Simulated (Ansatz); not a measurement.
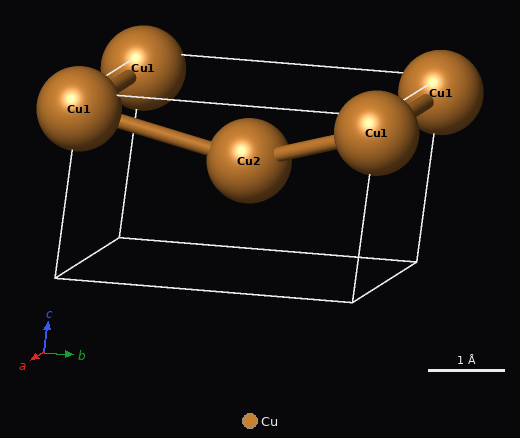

Figure 1. The input geometry of run 1 (ball-and-stick view of the cell of the calculation, set on other vectors, seen slightly off an axis; atoms are numbered from 1 in the order of the input). An atom can appear more than once, as a periodic image.

# Cu: a changed input and its effect

System: Cu (P2₁/m, 2 atoms in the cell).
Method of run 1: DFT PBE, scalar-relativistic, plane waves, PAW, PAW set soft_1, no spin polarisation (Ansatz 0.2.0).

The structure derives from a Materials Project entry. Text and figures count atoms from 1; the logs count them from 0 in places.

Input file, run 1:
```yaml
crystal:
  lattice:
    - [-1.4732621048, 1.4732621048, 1.3819816208]
    - [1.4732621048, -1.4732621048, 1.3819816208]
    - [2.9465242096, 2.9465242096, 0.0]
  atoms:
    - { symbol: Cu, position: [-0.0230446282, -0.0934547504, 0.0] }
    - { symbol: Cu, position: [0.5230446282, 0.5934547504, 0.5] }
basis:
  ecutwfc: 520.0
kpoints:
  mp_grid: { grid: [20, 20, 12] }
hamiltonian:
  xc: pbe
  pseudopotentials: { kind: paw, azcp: { folder: soft_1 } }
scf:
  occupations: { method: gaussian, width: 0.15 }
output:
  forces: true
  stress: true
  eigenvalues: true
```

Command:
```bash
ansatz run input.yaml --threads 2 --pin off --max-ram 4096MiB --backend cpu --events-out ev --progress --plain --runs-dir out
```

Hardware: 2 threads of Arm Neoverse N1, 98 GiB of memory available, shared host.

Output, shortened to warnings, some set-up lines, iterations and results (run 1):
```
Basis set: ecut = 520 eV, 629 PW (Γ), exchange–correlation on 40×40×64 points (8 copies of the dense FFT grid, shifted against one another)
Symmetry: 4 space group operations
k-points: 1414 of 4800
Initial density: superposition of atomic densities (chi_scale 0.1, normalization cell)
[...]
SCF iter   1: F=—  HF=-13251.961231 eV  |F-HF|=—  |Δ(HF+E_count)|=         —  Δρ=2.60e-1  dr2=9.77e0  ethr=3.10e-3  ⟨swp⟩=4.2  Hψ=114936  notcnv=0
SCF iter   2: F=—  HF=-13250.618332 eV  |F-HF|=—  |Δ(HF+E_count)|=    1.34e0  Δρ=1.17e-1  dr2=2.21e0  ethr=3.10e-3  ⟨swp⟩=2.0  Hψ=63277  notcnv=0  defer=173
SCF iter   3: F=—  HF=-13250.233825 eV  |F-HF|=—  |Δ(HF+E_count)|=   3.85e-1  Δρ=4.08e-2  dr2=2.72e-1  ethr=3.10e-3  ⟨swp⟩=2.1  Hψ=46641  notcnv=0  defer=173
SCF iter   4: F=—  HF=-13250.180111 eV  |F-HF|=—  |Δ(HF+E_count)|=   5.37e-2  Δρ=3.32e-3  dr2=1.31e-3  ethr=7.17e-4  ⟨swp⟩=2.0  Hψ=49388  notcnv=0  defer=178
SCF iter   5: F=—  HF=-13250.183449 eV  |F-HF|=—  |Δ(HF+E_count)|=   3.34e-3  Δρ=8.53e-4  dr2=1.04e-4  ethr=3.43e-6  ⟨swp⟩=2.1  Hψ=57310  notcnv=0  defer=178
SCF iter   6: F=—  HF=-13250.183431 eV  |F-HF|=—  |Δ(HF+E_count)|=   1.87e-5  Δρ=4.25e-5  dr2=1.53e-7  ethr=2.73e-7  ⟨swp⟩=2.0  Hψ=45025  notcnv=0  defer=178
SCF iter   7: F=—  HF=-13250.183427 eV  |F-HF|=—  |Δ(HF+E_count)|=   3.30e-6  Δρ=5.64e-6  dr2=2.10e-9  ethr=2.63e-10  ⟨swp⟩=5.6  Hψ=145198  notcnv=0
SCF iter   8: F=-13250.183427 eV  HF=-13250.183427 eV  |F-HF|=1.82e-12  |Δ(HF+E_count)|=   2.47e-9  Δρ=3.64e-7  dr2=1.09e-11  ethr=5.54e-12  ⟨swp⟩=1.0  Hψ=97445  notcnv=0
SCF 1 converged in 8 iterations: F = -13250.183427 eV  dr2 = 1.09e-11
SCF converged after 8 iterations
Free energy (F): -13250.183427 eV
Harris-Foulkes:  -13250.183427 eV  (|F-HF|=1.82e-12)
Internal energy: -13250.175307 eV  (E = F + TS)
E sigma→0 (E₀):  -13250.179367 eV
Entropy (-TS):   -0.008120 eV (-4.060 meV/atom)
Fermi energy:    16.004071 eV
--- Per-component energies (eV) ---
  E_band       = -746.206616
  E_kinetic    = 522.951246
  E_local      = -9095.857834  (includes V_loc(G=0)·N_el)
  E_nonlocal   = 1783.499767
  E_hartree    = 3854.472987
  E_xc         = -137.679438
  E_vxc        = -177.767729  (∫ρ·V_xc dr)
  E_paw        = -3632.667839  (= ΣΔE_a)
  E_vpaw       = -1487.978798  (= ΣTr[D̂ρ^β])
  E_aug_tail   = 0.000736  (compensation charges beyond the density's cutoff)
  E_ewald      = -6544.894932
  E_smearing   = -0.008120  (= −TS)
  E_closure    = 0.000000  (closes the sum)
  Σ components = -13250.183427   (vs F -13250.183427, Δ=0.00e0)
--- Forces (eV/Å), atoms counted from 1 ---
  atom   1  Cu    -0.11118569     0.11118569     0.79250403
  atom   2  Cu     0.11118569    -0.11118569    -0.79250403
  max |Σ_I F_I| component: 1.39e-17 eV/Å
--- Stress (GPa, compression-positive) ---
        4.350578       2.883003      -1.100719
        2.883003       4.350578       1.100719
       -1.100719       1.100719      -1.140703
  P = ⅓ Tr σ = 2.5202 GPa (25.202 kbar)
```

For run 2 the input was changed thus:
```diff
-    - { symbol: Cu, position: [-0.0230446282, -0.0934547504, 0.0] }
-    - { symbol: Cu, position: [0.5230446282, 0.5934547504, 0.5] }
+    - { symbol: Cu, position: [-0.0388210662, -0.0388210662, 0.0] }
+    - { symbol: Cu, position: [0.5388210662, 0.5388210662, 0.5] }
```

Predict how the results change.

With the same functional and potentials, run 2 lies 27.0 meV per atom lower. The pressure goes from 2.52 to 1.33 GPa. The largest force goes from 0.808 to 0.608 eV/Å. The SCF takes 7 iterations against 8. The irreducible k-points go from 1414 to 777. On the same kind of shared host run 2 took about 0.56 times as long.

Output, shortened to warnings, some set-up lines, iterations and results (run 2):
```
Basis set: ecut = 520 eV, 629 PW (Γ), exchange–correlation on 40×40×64 points (8 copies of the dense FFT grid, shifted against one another)
Symmetry: 8 space group operations
k-points: 777 of 4800
Initial density: superposition of atomic densities (chi_scale 0.1, normalization cell)
[...]
SCF iter   1: F=—  HF=-13252.028127 eV  |F-HF|=—  |Δ(HF+E_count)|=         —  Δρ=2.61e-1  dr2=9.82e0  ethr=3.10e-3  ⟨swp⟩=4.2  Hψ=63136  notcnv=0
SCF iter   2: F=—  HF=-13250.675077 eV  |F-HF|=—  |Δ(HF+E_count)|=    1.35e0  Δρ=1.17e-1  dr2=2.22e0  ethr=3.10e-3  ⟨swp⟩=2.0  Hψ=34700  notcnv=0  defer=99
SCF iter   3: F=—  HF=-13250.287733 eV  |F-HF|=—  |Δ(HF+E_count)|=   3.87e-1  Δρ=4.06e-2  dr2=2.70e-1  ethr=3.10e-3  ⟨swp⟩=2.1  Hψ=25817  notcnv=0  defer=99
SCF iter   4: F=—  HF=-13250.234119 eV  |F-HF|=—  |Δ(HF+E_count)|=   5.36e-2  Δρ=3.31e-3  dr2=1.25e-3  ethr=7.12e-4  ⟨swp⟩=2.0  Hψ=26991  notcnv=0  defer=102
SCF iter   5: F=—  HF=-13250.237548 eV  |F-HF|=—  |Δ(HF+E_count)|=   3.43e-3  Δρ=8.50e-4  dr2=9.90e-5  ethr=3.29e-6  ⟨swp⟩=2.0  Hψ=31315  notcnv=0  defer=102
SCF iter   6: F=—  HF=-13250.237526 eV  |F-HF|=—  |Δ(HF+E_count)|=   2.18e-5  Δρ=3.95e-5  dr2=7.62e-8  ethr=2.63e-10  ⟨swp⟩=5.6  Hψ=101343  notcnv=0
SCF iter   7: F=-13250.237526 eV  HF=-13250.237526 eV  |F-HF|=4.37e-10  |Δ(HF+E_count)|=   3.85e-7  Δρ=5.76e-6  dr2=2.56e-9  ethr=2.00e-10  ⟨swp⟩=4.5  Hψ=69360  notcnv=0
SCF 1 converged in 7 iterations: F = -13250.237526 eV  dr2 = 2.56e-9
SCF converged after 7 iterations
Free energy (F): -13250.237526 eV
Harris-Foulkes:  -13250.237526 eV  (|F-HF|=4.37e-10)
Internal energy: -13250.229303 eV  (E = F + TS)
E sigma→0 (E₀):  -13250.233415 eV
Entropy (-TS):   -0.008223 eV (-4.112 meV/atom)
Fermi energy:    16.013502 eV
--- Per-component energies (eV) ---
  E_band       = -745.974626
  E_kinetic    = 522.645495
  E_local      = -9082.224463  (includes V_loc(G=0)·N_el)
  E_nonlocal   = 1783.229086
  E_hartree    = 3847.753883
  E_xc         = -137.630925
  E_vxc        = -177.702777  (∫ρ·V_xc dr)
  E_paw        = -3632.382965  (= ΣΔE_a)
  E_vpaw       = -1487.433351  (= ΣTr[D̂ρ^β])
  E_aug_tail   = 0.000732  (compensation charges beyond the density's cutoff)
  E_ewald      = -6551.620145
  E_smearing   = -0.008223  (= −TS)
  E_closure    = -0.000000  (closes the sum)
  Σ components = -13250.237526   (vs F -13250.237526, Δ=0.00e0)
--- Forces (eV/Å), atoms counted from 1 ---
  atom   1  Cu     0.00000000     0.00000000     0.60837162
  atom   2  Cu     0.00000000     0.00000000    -0.60837162
  max |Σ_I F_I| component: 8.67e-19 eV/Å
--- Stress (GPa, compression-positive) ---
        1.957612       1.959356       0.000000
        1.959356       1.957612      -0.000000
        0.000000       0.000000       0.079506
  P = ⅓ Tr σ = 1.3316 GPa (13.316 kbar)
```

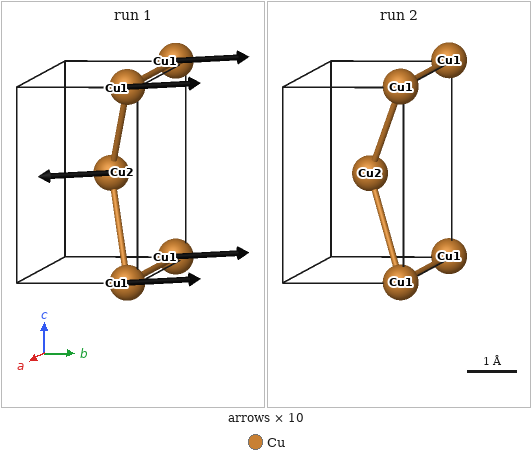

Figure 2. The two input geometries at one scale (ball-and-stick view of the cell of the calculation, seen slightly off an axis). The black arrows on the first give the shifts of the atoms relative to the cell, with their mean removed, magnified 10 times. The largest moves, 0.16 Å, are those of Cu1 and Cu2. (The mean shift of all atoms is removed.) The cell doesn't change. Among the contacts that change: Cu1–Cu2 2.708 → 2.625 Å.

The two runs side by side:

| quantity | run 1 | run 2 |
| --- | --- | --- |
| outcome | converged | converged |
| free energy per atom (eV) | −6625.0917 | −6625.1188 |
| energy per atom, smearing taken to zero (eV) | −6625.0897 | −6625.1167 |
| gap on the mesh (eV) | 0.00 | 0.00 |
| pressure (GPa) | 2.52 | 1.33 |
| largest force (eV/Å) | 0.808 | 0.608 |
| SCF iterations | 8 | 7 |
| irreducible k-points | 1414 | 777 |
| plane waves at Γ | 629 | 629 |
| wall time (shared host) | 53 s | 29 s |
